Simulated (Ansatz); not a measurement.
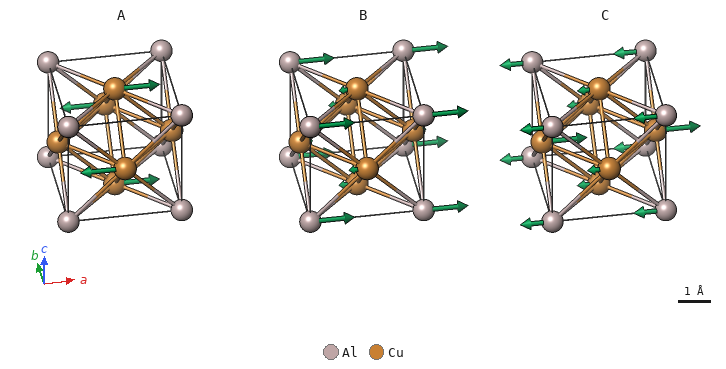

Modes of solid AlCu3, space group Pm-3m (No. 221), at the zone centre (one member of each degenerate set). The green arrows give the relative displacements of the atoms. A ball-and-stick model of the cell of the calculation, seen from a free direction.

All numbers below come from Ansatz 0.2.0, DFT PBEsol, scalar-relativistic, plane waves, PAW.

The frequencies depend somewhat on the k-mesh and the smearing.

### Which are infrared-active and which Raman-active?

A is T₂u, silent by symmetry (neither infrared- nor Raman-active) (165 cm⁻¹). B is T₁u, infrared-active by symmetry (303 cm⁻¹). C is T₁u, infrared-active by symmetry (199 cm⁻¹). The crystal has a centre of inversion, so no mode is both. In a metal the free carriers screen the infrared response.
